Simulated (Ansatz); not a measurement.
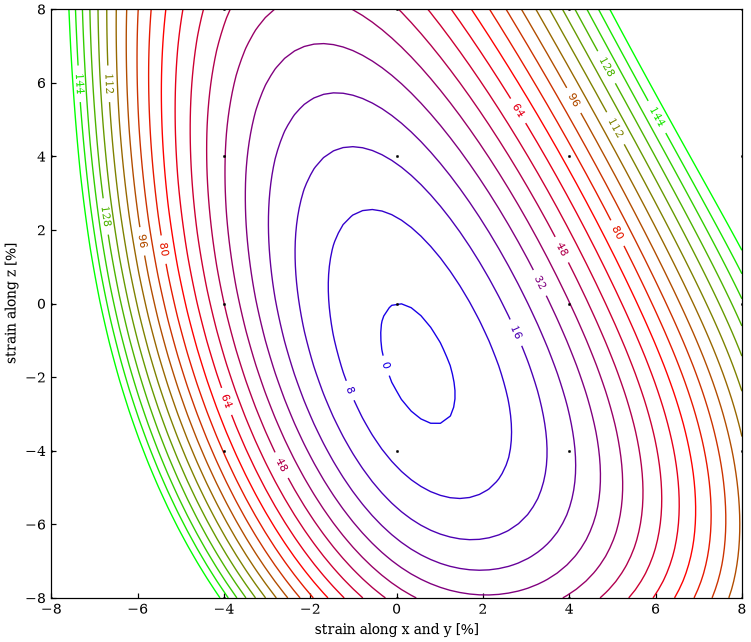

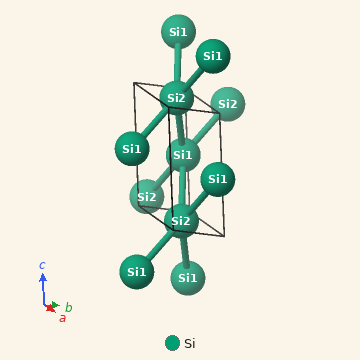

Energy landscape of Si (I4_1/amd, No. 141; 2 atoms in the cell). The cell is strained homogeneously, by one strain along x and y and another along z, with fractional coordinates fixed (x along [1 0 0], z along [0 0 1] of the conventional cell). Coordinates scanned: (1) strain along x and y; (2) strain along z. The scan uses a 5 × 5 grid. Points are written as (first, second). All energies are given in meV/atom relative to the lowest grid point. The reference cell is the one listed in the database, not relaxed at this level. Level of theory: Ansatz 0.2.0, DFT LDA, scalar-relativistic, plane waves, PAW. Settings: cutoff 420 eV, k-mesh 20×20×20, gaussian smearing 0.15 eV, no spin polarisation.

Drawn: contour lines labelled in meV/atom (none above 152), dots at the grid points. Between grid points the surface is interpolated. The second picture is the structure at the lowest point

Question: Summarise what can be read from the map.

Answer: The lowest grid point is at (0 %, 0 %). No other kind of well shows on this grid. The highest grid point, (−8 %, −8 %), lies 390 meV/atom above the lowest. Round the minimum the valley is somewhat tilted: raising strain along x and y shifts the best value of strain along z downwards (coupling k₁₂/√(k₁₁k₂₂) about 0.5).

The values on the grid:

| strain along z ↓, strain along x and y → | −8 | −4 | 0 | 4 | 8 |
| --- | --- | --- | --- | --- | --- |
| 8 | 176 | 50 | 48 | 124 | 250 |
| 4 | 193 | 40 | 17 | 76 | 188 |
| 0 | 226 | 48 | 0 | 40 | 135 |
| −4 | 289 | 79 | 6 | 22 | 102 |
| −8 | 390 | 148 | 45 | 41 | 103 |
